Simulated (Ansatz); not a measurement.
Si25C24 (cell with a defect), 49 atoms, a = 8.00 Å, b = 8.00 Å, c = 8.00 Å, α = 84.05°, β = 84.05°, γ = 84.05°.

Level of theory: DFT PBE, scalar-relativistic, plane waves, PAW in Ansatz.

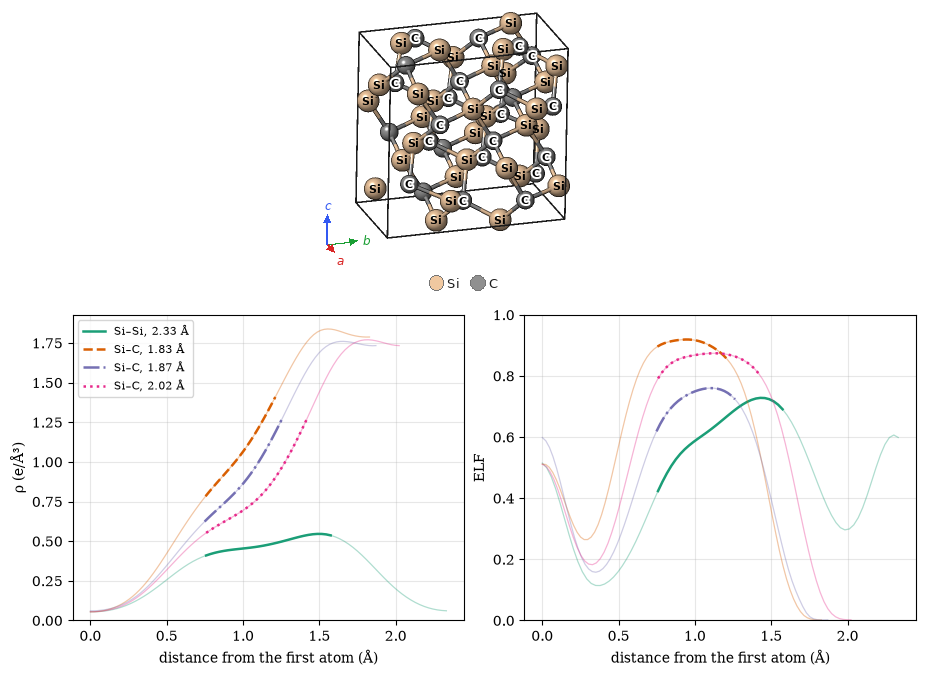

Si25C24 (cell with a defect). Valence charge density (pseudo) and electron localisation function along straight lines between neighbouring atoms. Thin, pale parts lie inside the atomic spheres. The structure is drawn too.

The density is the valence pseudo-density of a PAW calculation; it isn't the true density close to the nuclei.

**What can be read from the curves?**

Si–Si (2.33 Å): ρ at the midpoint is about 0.48 e/Å³; the ELF peaks at about 0.75 between the atoms.
Si–C (1.83 Å): ρ at the midpoint is about 0.96 e/Å³; the ELF peaks at about 0.90 between the atoms.
Si–C (1.87 Å): ρ is about 0.79 e/Å³ halfway; the ELF peaks at about 0.75 between the atoms.
Si–C (2.02 Å): ρ is about 0.7 e/Å³ halfway; the ELF peaks at about 0.85 between the atoms.
